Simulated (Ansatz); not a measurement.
**Single-point calculation, with input and output: Si23C24 (charge −2) (part 1 of 3)**

Si23C24 (defect cell, 47 atoms in the cell, total charge −2), computed with DFT PBE, scalar-relativistic, plane waves, PAW, spin-polarised (Ansatz 0.2.0).

The structure derives from an entry of the Crystallography Open Database.

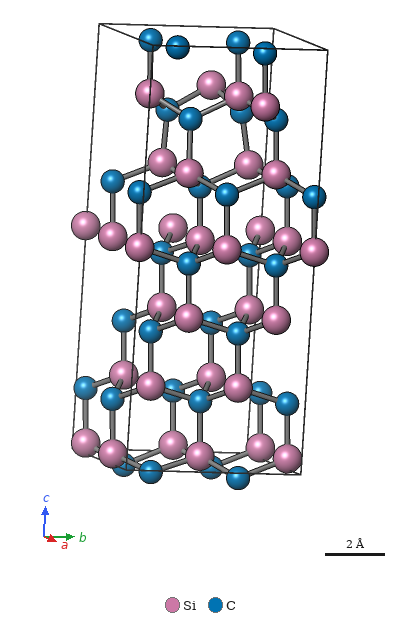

Figure 1. The structure (ball-and-stick view of the cell of the calculation, seen slightly off an axis). An atom can appear more than once, as a periodic image.

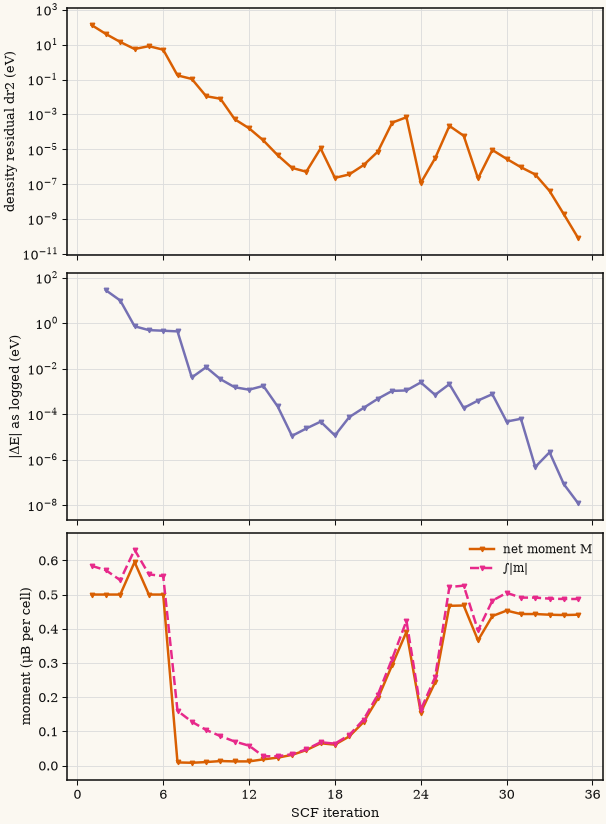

Figure 2. Convergence of the self-consistent field: density residual dr2, size of the energy change and magnetic moment against the SCF iteration. The residual falls unevenly and jumps up by a factor of two or more 8 times on the way down. The net moment goes from 0.5 to 0.4 μB per cell.

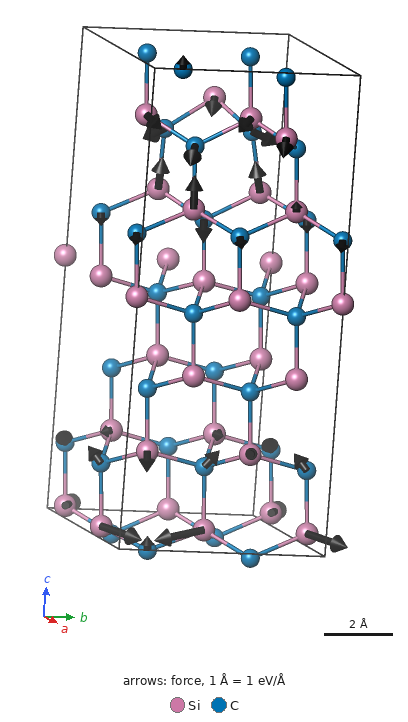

Figure 3. Forces on the atoms as black arrows (ball-and-stick view of the cell of the calculation, seen slightly off an axis); the smallest are left out. The largest act on Si12 (1.59 eV/Å); Si14, Si15 (1.58 eV/Å); Si19 (1.02 eV/Å); Si18 (1.01 eV/Å), among others. Atoms are counted from 1 in the order of the input and aren't labelled in the picture. 

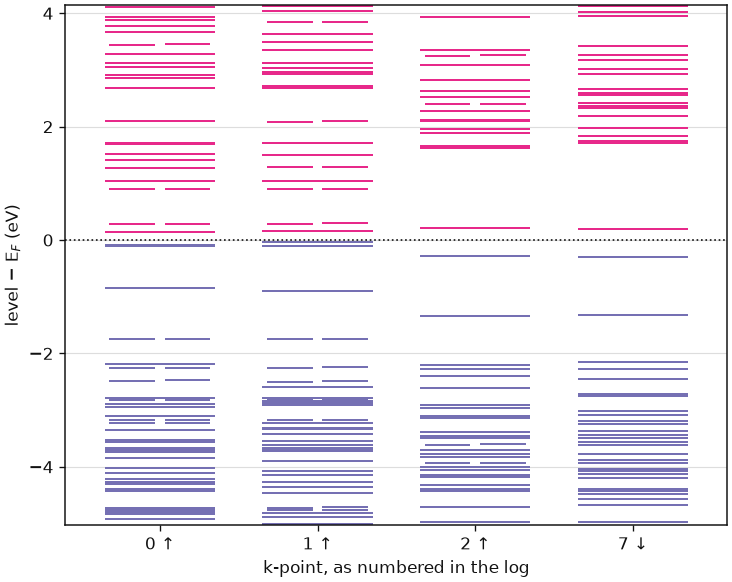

Figure 4. Kohn–Sham levels near the Fermi level (dotted) at the few k-points that the log prints; levels within 0.02 eV of each other stand side by side. The system is metallic on the full mesh.

These pictures come from the run below.

## Input file
```yaml
crystal:
  lattice:
    - [-6.1556, 0.0, 0.0]
    - [-3.0778, -5.335, 0.0]
    - [-3.0778, 0.0, 15.1219]
  atoms:
    - { symbol: Si, position: [0.4885334171, 0.1608342195, 0.8620419396] }
    - { symbol: Si, position: [0.9795660129, 0.669770795, 0.8620368949] }
    - { symbol: Si, position: [0.4885839082, 0.6696997247, 0.8620319882] }
    - { symbol: Si, position: [0.9043104687, 0.8336641851, 0.3576037258] }
    - { symbol: Si, position: [0.4042632948, 0.8343925491, 0.356968835] }
    - { symbol: Si, position: [0.9055553303, 0.3328298749, 0.3569947328] }
    - { symbol: Si, position: [0.4044983637, 0.3328319469, 0.3569973497] }
    - { symbol: Si, position: [0.9878559337, 0.5002034546, 0.5239562768] }
    - { symbol: Si, position: [0.4894234907, 0.5001502155, 0.5208842134] }
    - { symbol: Si, position: [0.9877881989, 0.0001655376, 0.5240327669] }
    - { symbol: Si, position: [0.4878857203, 0.0001619231, 0.5240351001] }
    - { symbol: Si, position: [0.7379935127, 0.4988862429, 0.0250578602] }
    - { symbol: Si, position: [0.2370275969, 0.5001768682, 0.025675921] }
    - { symbol: Si, position: [0.7381142744, 1.0006200109, 0.0249512196] }
    - { symbol: Si, position: [0.2362025378, 1.0006126167, 0.0249407953] }
    - { symbol: Si, position: [0.7372924566, 0.833487607, 0.6918070423] }
    - { symbol: Si, position: [0.2402132914, 0.8301247598, 0.6892856025] }
    - { symbol: Si, position: [0.7352352656, 0.3351654859, 0.689243408] }
    - { symbol: Si, position: [0.2402324611, 0.3351585131, 0.6892273231] }
    - { symbol: Si, position: [0.821343705, 0.166523014, 0.1906863893] }
    - { symbol: Si, position: [0.3211614781, 0.1662945521, 0.1912707954] }
    - { symbol: Si, position: [0.8204391624, 0.6669343672, 0.1917153531] }
    - { symbol: Si, position: [0.3208201276, 0.6669480214, 0.1917115673] }
    - { symbol: C, position: [0.9245875566, 0.5003972406, 0.6502935545] }
    - { symbol: C, position: [0.4278948951, 0.5002376189, 0.6438312156] }
    - { symbol: C, position: [0.9246038254, 1.0001407443, 0.6503457246] }
    - { symbol: C, position: [0.4247778491, 1.0001147887, 0.6503488355] }
    - { symbol: C, position: [0.673785553, 0.5011837929, 0.1511521633] }
    - { symbol: C, position: [0.1746130361, 0.5001030439, 0.1505875461] }
    - { symbol: C, position: [0.6740292975, -0.0007666352, 0.1509402864] }
    - { symbol: C, position: [0.1756875978, -0.0007629439, 0.1509342009] }
    - { symbol: C, position: [0.9199270941, 0.1668934846, 0.9931392173], spin: 0.2 }
    - { symbol: C, position: [0.4244781501, 0.1661327671, 0.9847782398] }
    - { symbol: C, position: [0.9234484034, 0.6671281192, 0.9847597064] }
    - { symbol: C, position: [0.4245811444, 0.6671101079, 0.9847555206] }
    - { symbol: C, position: [0.8417066234, 0.8335536349, 0.4829111717] }
    - { symbol: C, position: [0.3415633578, 0.8349790962, 0.4817664457] }
    - { symbol: C, position: [0.8437983846, 0.3326064253, 0.4817958846] }
    - { symbol: C, position: [0.3416773704, 0.3326081066, 0.481798525] }
    - { symbol: C, position: [0.6744620313, 0.8335565275, 0.817397933] }
    - { symbol: C, position: [0.2020228504, 0.7839467735, 0.8119001778], spin: 0.2 }
    - { symbol: C, position: [0.6277947278, 0.3582323636, 0.8118717345], spin: 0.2 }
    - { symbol: C, position: [0.2020682177, 0.3583487263, 0.8118546082], spin: 0.2 }
    - { symbol: C, position: [0.7585811864, 0.1665508745, 0.3161684079] }
    - { symbol: C, position: [0.2585670502, 0.1669853331, 0.3157661055] }
    - { symbol: C, position: [0.7586125685, 0.6666367855, 0.3166390944] }
    - { symbol: C, position: [0.258003505, 0.6666371736, 0.3166368387] }
magnetization:
  spin_polarized: true
total_charge: -2
basis:
  ecutwfc: 420
  fft_grid_basis: typed
kpoints:
  mp_grid: { grid: [2, 2, 2] }
hamiltonian:
  xc: pbe
  pseudopotentials: { kind: paw }
scf:
  occupations: { method: gaussian, width: 0.05 }
output:
  forces: true
  stress: false
  eigenvalues: true
  bader: true
  write_density: true
  volumetric_format: npy
  populations: true
```

Launch command:
```bash
ansatz run input.yaml --threads 4 --pin off --max-ram 10240MiB --backend cpu --events-out ev --progress --plain --runs-dir out
```

## What the program printed
```
Engine: ansatz 0.2.0, aarch64-unknown-linux-gnu
Pseudopotentials: kind: paw
Pseudopotential: Si, paw, valence charge 4, recommended cutoff 420 eV (normal), Si.paw.azcp
Pseudopotential: C, paw, valence charge 4, recommended cutoff 420 eV (normal), C.paw.azcp
Functional definition: PBE
  parameter kappa = 0.804
  parameter beta = 0.06672455060314922
  exchange = pbe_x(kappa = kappa, mu = beta*pi^2/3)
  correlation = pbe_c(beta = beta)
Crystal: 47 atoms, lattice volume = 496.605 Å³
Basis set: ecut = 420 eV, 9737 PW (Γ), exchange–correlation on 90×90×216 points (8 copies of the dense FFT grid, shifted against one another)
Bands: 143, of which v1, the nominal top of the filled ones, is band 95 counted from 1 (94 counted from 0)
Symmetry: 1 space group operations
Space group: P1 (ITA 1), of the structure as read, at distance tolerance 7.9e-5 Å
Magnetic group: BNS 1.1 (UNI 1), of the structure as read, at distance tolerance 7.9e-5 Å
k-points: 8
Non-local potential: Si, projectors of the file, l = 0: 2, l = 1: 2, l = 2: 2
Non-local potential: C, projectors of the file, l = 0: 2, l = 1: 2, l = 2: 1
PAW form: soft (Blöchl's): semilocal exchange-correlation on the pseudo side does not see the compensation charge
PAW one-centre angular grid: Si, 110 points (default); XC on 64 Gauss nodes
PAW one-centre angular grid: C, 110 points (default); XC on 64 Gauss nodes
Initial density: superposition of atomic densities (chi_scale 0.1, normalization cell)
Starting moments: Σ|m| = 0.8 μB on 4 of 47 sites
Initial wavefunctions: pseudopotential atomic-orbital guess
Functional: x = pbe(κ = 0.804, μ = 0.2195149727645171), c = pbe(β = 0.06672455060314922)
```
